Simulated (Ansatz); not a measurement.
The cell below is Al (P6_3/mmc, No. 194). Origin of the cell: the input geometry of an electronic-structure calculation (not necessarily at equilibrium).

```cif
data_structure
_symmetry_space_group_name_H-M 'P 1'
_symmetry_Int_Tables_number 1
_cell_length_a 2.8125
_cell_length_b 2.8125
_cell_length_c 4.8669
_cell_angle_alpha 90.000
_cell_angle_beta 90.000
_cell_angle_gamma 120.000
_cell_volume 33.34
loop_
_atom_site_label
_atom_site_type_symbol
_atom_site_fract_x
_atom_site_fract_y
_atom_site_fract_z
_atom_site_occupancy
Al1 Al 0.66667 0.33333 0.75000 1
Al2 Al 0.33333 0.66667 0.25000 1
```

Atoms are hard spheres with touching radii (half the shortest distance): Al 1.41 Å.

Find the largest hole by geometry, and further ones that a grid search gives (radius above 0.15 Å; smaller ones may be missed, and maxima closer than 0.25 Å are merged).

```tsv
hole	site	x, y, z	radius (Å)	nearest atoms	shape
V1	2a	0.000, 0.000, 0.500	0.62	6 Al	octahedral
V2	4f	0.333, 0.667, 0.611	0.35	4 Al	tetrahedral
```

Nearest atoms are those whose sphere lies within 0.15 Å of the hole's sphere; in brackets, those within 0.5 Å. The largest sphere that fits anywhere has a diameter of 1.25 Å; the largest that can travel through the crystal, about 0.4 Å.

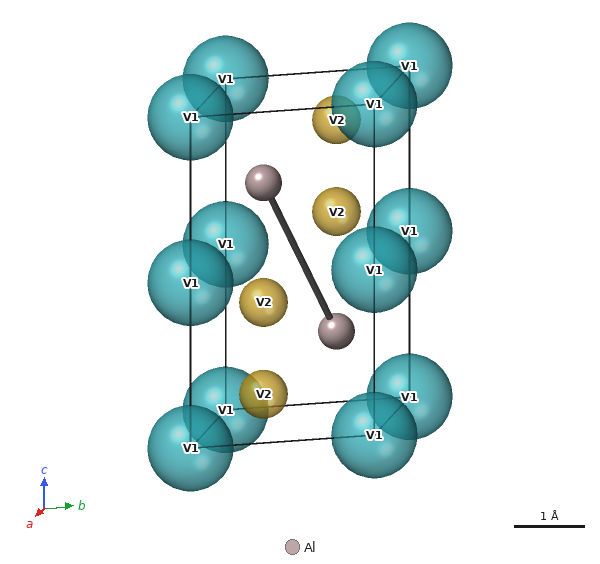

Translucent spheres (V1, V2) fill the 2 holes listed first by a grid search for holes with a radius above 0.15 Å (the largest is sure; smaller ones may be missed, and maxima closer than 0.25 Å are merged) at their true size; atoms are drawn smaller than their model radii. View slightly off an axis.
